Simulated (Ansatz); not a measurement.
The compound is SnSe2 (space group P-6m2, No. 187), taken as coordinates from a relaxation with DFT PBE, scalar-relativistic, plane waves, PAW in Ansatz 0.2.0; the starting structure was generated, so it need not be a known form of this composition.

```
Sn Se
1.0
     3.79480    0.00000    0.00000
    -1.89740    3.28639    0.00000
     0.00000    0.00000   12.34042
Sn Se
1 2
Cartesian
  0.0000 0.0000 0.0000
  0.0000 2.1909 1.7252
  0.0000 2.1909 10.6152
```

Bonds are taken as Se–Sn below 3.1 Å. Simplification: prune 0- and 1-connected atoms, fold 2-connected ones into links.

What net does this leave?

The result is a binodal (3,6)-connected, two-periodic (layers) net: Se is a 3-connected node; Sn is a 6-connected node, in the ratio 2:1. It is the net of the trigonal-prismatic layers of 2H-MoS2. The layers lie parallel to (001).

```json
{"node": "Se", "links": "3", "point symbol": "4³", "coordination sequence": "3 13 9 24 15"}
{"node": "Sn", "links": "6", "point symbol": "4³·6¹²", "coordination sequence": "6 6 18 12 30"}
```

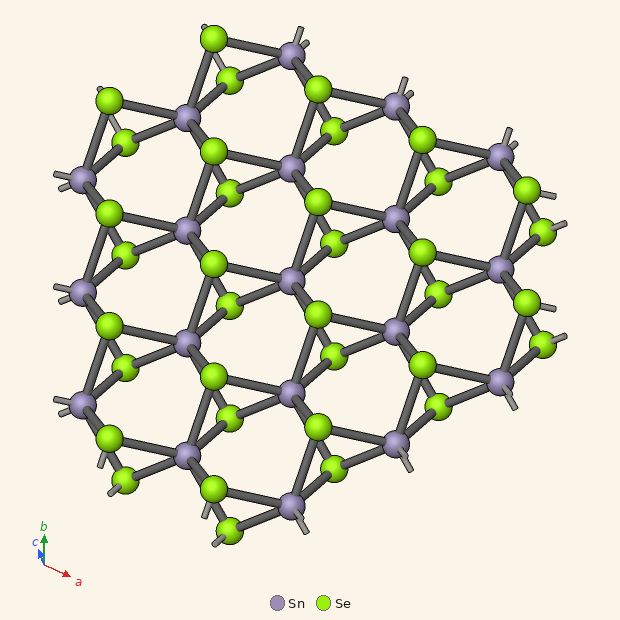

Nodes are coloured by element. One layer is drawn. Edges to nodes outside the piece are drawn as stubs.
